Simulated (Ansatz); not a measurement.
# A thicker film of SrO (001) from two thinner ones

In a field along its normal an insulating film takes a dipole p. Written as a length, p/(ε₀AE), it should grow by 1 − 1/ε for each ångström added.

Set-up. Ansatz 0.2.0, plane waves with PAW datasets (its set soft_2), PBE; rocksalt films relaxed at a bulk in-plane lattice constant near the measured one, then held in weak fields of both signs with a dipole correction (A is the cell's area, E the outer field).

```tsv
run	distance between the outer atoms (Å)	p/(ε₀AE) (Å)
3 units	5.145	6.847
5 units	10.361	10.704
8 units	18.185	?
```

**Question.** What value belongs in the row marked “?”, and how far can the other rows tell?

Two rows fix a line: slope = (10.704 − 6.847) / (10.361 − 5.145) = 0.7395, intercept 3.0422. That slope means ε = 1/(1 − 0.7395) = 3.84. At 18.185 it gives 0.7395 × 18.185 + 3.0422 = 16.490 Å, beyond the rows fitted. Rounding of the rows alone allows about ±0.003 Å there; two rows can't show whether the line holds.

The run itself gives 16.463 Å: a miss of −0.027 Å, or 0.2 % of the value. The length is met to within 1 %, though ε is more sensitive than the length: the two thickest films give ε = 3.79.

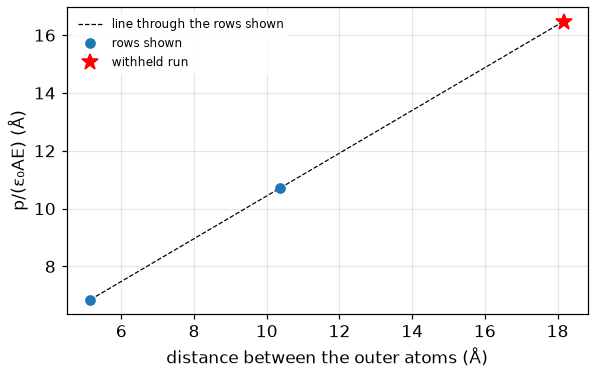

The fit and the withheld run.

**Limits.** This is the electronic response alone. A unit is one step of the cut along the normal (a plane, a pair of planes or a cell), and the layers relax along it, away from their bulk spacing where the functional's lattice constant differs from the one held.

[Logs are printed without paths, hosts, clocks, repeated set-up lines and the standing remarks that a program may print on its own settings, such as how far it seeks lower states.]
